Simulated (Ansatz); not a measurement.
# Calculations on Ti

### Scan

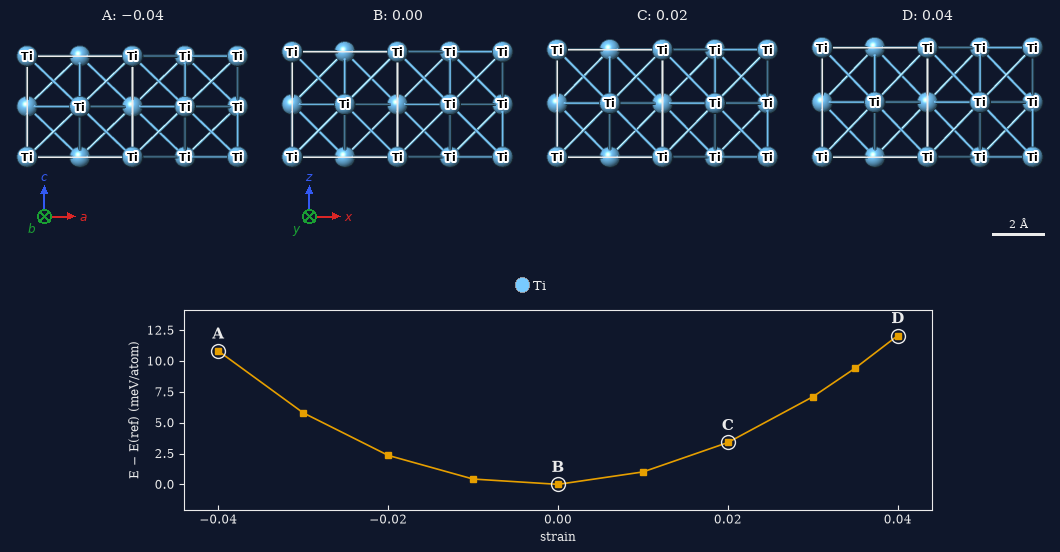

A scan of solid Ti (Fm-3m): the cell is strained along z alone, with the atoms kept at their fractional coordinates. x, y and z are the Cartesian axes of the input. The lettered frames are marked on the plot. Style: ball-and-stick. Shown: the conventional cell (4 times the calculation's cell), repeated 2 × 1 × 1 with one cell outlined, along the b axis. Lengths and directions refer to the drawn axes.

All numbers below come from DFT PBEsol, scalar-relativistic, plane waves, PAW in Ansatz 0.2.0. Set-up: plane-wave cutoff 420 eV; k-point mesh 20 × 20 × 20; occupations gaussian; smearing width 0.15 eV; no spin polarisation. Energies (free energies at the smearing named) are counted from the cell as listed in its source, which wasn't relaxed.

Question: What does the scan show?

Answer: Of the computed points the lowest is at the strain 0.00, 0.0 meV/atom. The end points stand at 10.8 meV/atom (−0.04) and 12.1 meV/atom (0.04). The curvature at zero strain, (1/V) d²E/dε², is about 140 GPa; it is C₃₃ with clamped ions. The distortion takes the space group from Fm-3m to I4/mmm. At the strain −0.04 the cell of the drawing goes c 4.060 → 3.898 Å.

### Scan

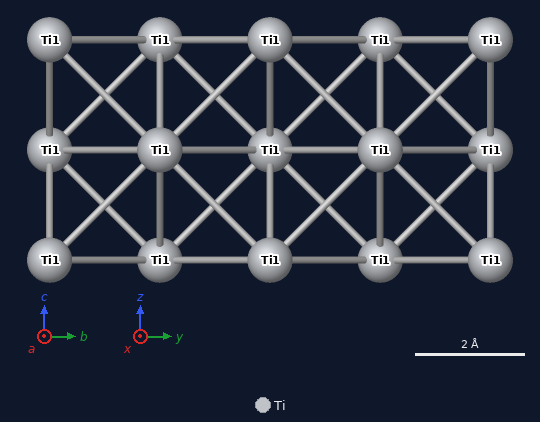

A scan of crystalline Ti (Fm-3m): the cell is strained along z alone, with the atoms kept at their fractional coordinates. x, y and z are the Cartesian axes of the input. The picture shows the reference cell. A ball-and-stick model of the conventional cell (4 times the calculation's cell), repeated 2 × 2 × 1 with one cell outlined, seen along the a axis. Lengths and directions refer to the drawn axes.

Level of theory: Ansatz 0.2.0, DFT PBEsol, scalar-relativistic, plane waves, PAW. Settings: plane-wave cutoff 420 eV; k-point mesh 26 × 26 × 26; occupations gaussian; smearing width 0.15 eV; no spin polarisation. Energies (free energies at the smearing named) are counted from the relaxed crystal.

```
Ti
1.0
     0.00000    2.02792    2.02792
     2.02792    0.00000    2.02792
     2.02792    2.02792    0.00000
Ti
1
Direct
  0.00000 0.00000 0.00000
```

### What energies does the calculation give (the strain: −0.0200, −0.0150, −0.0100, −0.0050, 0.0000, 0.0050, 0.0100, 0.0150, 0.0175, 0.0200)?

| strain | energy change (meV/atom) |
| --- | --- |
| −0.0200 | 3.09 |
| −0.0150 | 1.76 |
| −0.0100 | 0.80 |
| −0.0050 | 0.22 |
| 0.0000 | 0.00 |
| 0.0050 | 0.14 |
| 0.0100 | 0.64 |
| 0.0150 | 1.48 |
| 0.0175 | 2.02 |
| 0.0200 | 2.65 |

The lowest computed point lies at the strain 0.00 (0.00 meV/atom). The end points stand at 3.09 meV/atom (−0.02) and 2.65 meV/atom (0.02). The curvature at zero strain, (1/V) d²E/dε², is about 140 GPa; it is C₃₃ with clamped ions. The distortion takes the space group from Fm-3m to I4/mmm. At the strain −0.02 the cell of the drawing goes c 4.056 → 3.975 Å.

The computed profile:

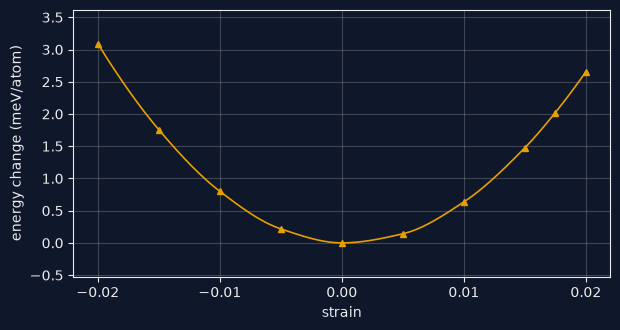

### Energy map

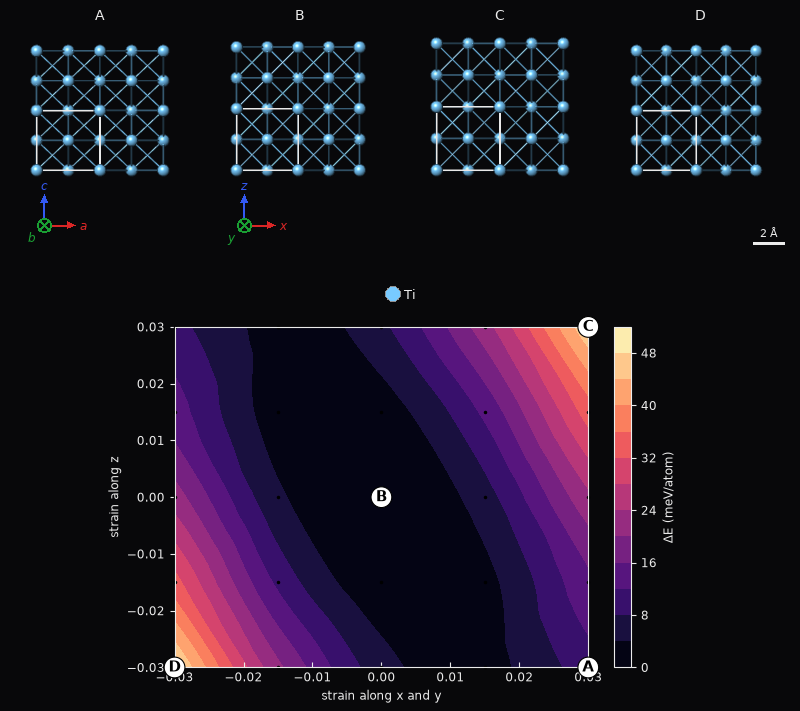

Energy scan for crystalline Ti (Fm-3m), in which the cell is strained equally along x and y and separately along z, with the atoms kept at their fractional coordinates. x, y and z are the Cartesian axes of the input. The map is interpolated between the computed points (dots). The lettered frames are marked on it. A ball-and-stick model of the conventional cell (4 times the calculation's cell), repeated 2 × 2 × 2 with one cell outlined, seen along the b axis. Lengths and directions refer to the drawn axes.

All numbers below come from DFT PBEsol, scalar-relativistic, plane waves, PAW (Ansatz). Settings: plane-wave cutoff 420 eV; k-point mesh 20 × 20 × 20; occupations gaussian; smearing width 0.15 eV; no spin polarisation. Energies (free energies at the smearing named) are counted from the cell as listed in its source, which wasn't relaxed.

> Where is the lowest point of the map, and what else does it tell?

In pairs of (strain along x and y; strain along z): the lowest computed point lies at (0.000, 0.000) (0.0 meV/atom), the highest at (−0.030, −0.030) (48.9 meV/atom). The valley is tilted: raising the in-plane strain is made harder by raising the strain along z (cross term 0.80 of the geometric mean of the two curvatures). Over the ranges scanned the energy rises more along the first axis, the in-plane strain. The pressure runs from −8.9 GPa at (0.030, 0.030) to 11.8 GPa at (−0.030, −0.030). The frames lie at A (0.030, −0.030): 10.0 meV/atom, B (0.000, 0.000): 0.0 meV/atom, C (0.030, 0.030): 47.4 meV/atom, D (−0.030, −0.030): 48.9 meV/atom.
